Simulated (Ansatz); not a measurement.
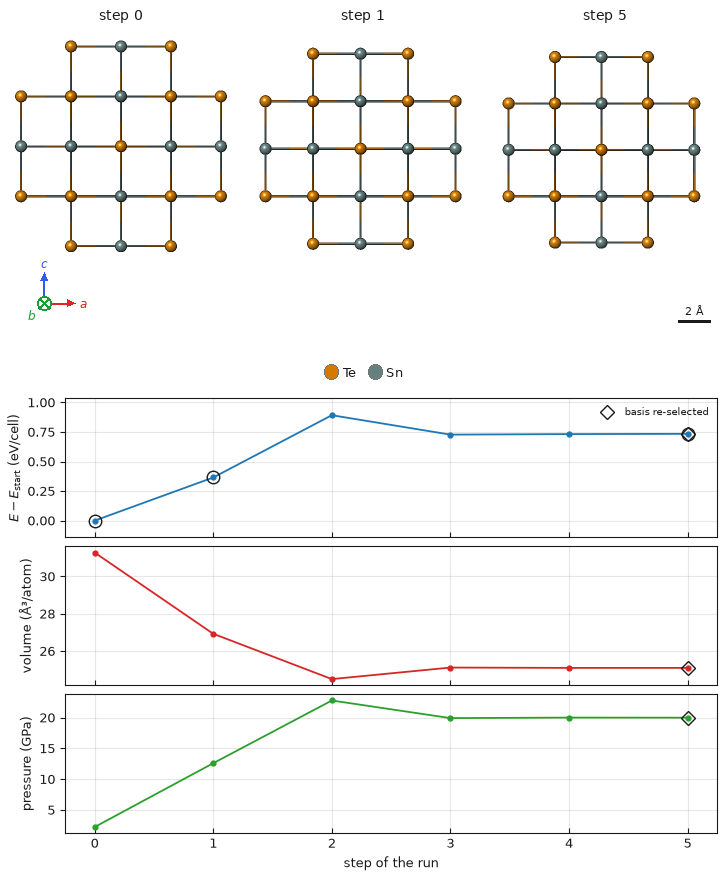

Frames of a relaxation of a crystal of SnTe (set up in Fm-3m), marked on the history of the run. The picture is a ball-and-stick view of the conventional cell (4 times the calculation's cell), seen along the b axis. Lengths and directions refer to the drawn axes.

The run lets cell and atoms move.

Method: Kohn-Sham DFT of a periodic cell, PBE, Ansatz PAW (Ansatz 0.2.0).

Input file:
```yaml
crystal:
  lattice:
    - [0.0, 3.15085, 3.15085]
    - [3.15085, 0.0, 3.15085]
    - [3.15085, 3.15085, 0.0]
  atoms:
    - { symbol: Te, position: [0.5, 0.5, 0.5] }
    - { symbol: Sn, position: [0.0, 0.0, 0.0] }
hamiltonian:
  xc: pbe
  pseudopotentials: { kind: paw }
kpoints:
  mp_grid: { grid: [7, 7, 7] }
scf:
  occupations: { method: fermi_dirac, width: 0.05 }
output:
  forces: true
  stress: true
  eigenvalues: true
  write_density: true
  write_potential: true
  elf: true
  volumetric_format: npy
relax:
  f_tol: 0.01
  max_steps: 40
  cell: { stress_tol: 0.05, p_target: 20.0 }
```

Command:
```bash
ansatz run input.yaml --threads 2 --pin off --max-ram 5632MiB --backend cpu --events-out ev --progress --plain --runs-dir out
```

**Describe the path.**

No atom moves by more than 0.005 Å relative to the cell. The volume changes by −19.8 %, with a = b = c 6.302 → 5.856 Å (−7.1 %). Some distances before and after: Sn–Te 3.151 → 2.928 Å. The space group stays Fm-3m (No. 225). After 4 accepted moves (5 points after the start) the energy has risen by 0.734 eV per cell of the calculation. With the target pressure of 20 GPa, the enthalpy E + pV changes by −0.810 eV per cell of the calculation. All forces vanish by symmetry, so only the cell relaxes. The pressure goes from 2.23 to 19.99 GPa. The SCF was repeated once at an unchanged geometry on a basis and grid sized afresh for the cell, which shifted the energy by 2.1 meV per cell of the calculation at most. From step 0 to 1: volume −13.9 %, energy +0.365 eV per cell of the calculation. From step 1 to 5: volume −6.8 %, energy +0.369 eV per cell of the calculation.

```json
{"step": "0", "E − E(0), meV/atom": "0.00", "pressure, GPa": "2.23", "volume, Å³/atom": "31.281", "note": ""}
{"step": "1", "E − E(0), meV/atom": "182.58", "pressure, GPa": "12.59", "volume, Å³/atom": "26.926", "note": ""}
{"step": "2", "E − E(0), meV/atom": "446.08", "pressure, GPa": "22.78", "volume, Å³/atom": "24.497", "note": ""}
{"step": "3", "E − E(0), meV/atom": "363.87", "pressure, GPa": "19.92", "volume, Å³/atom": "25.115", "note": ""}
{"step": "4", "E − E(0), meV/atom": "366.16", "pressure, GPa": "20.00", "volume, Å³/atom": "25.097", "note": ""}
{"step": "5", "E − E(0), meV/atom": "367.22", "pressure, GPa": "19.99", "volume, Å³/atom": "25.097", "note": "same geometry, new basis"}
```
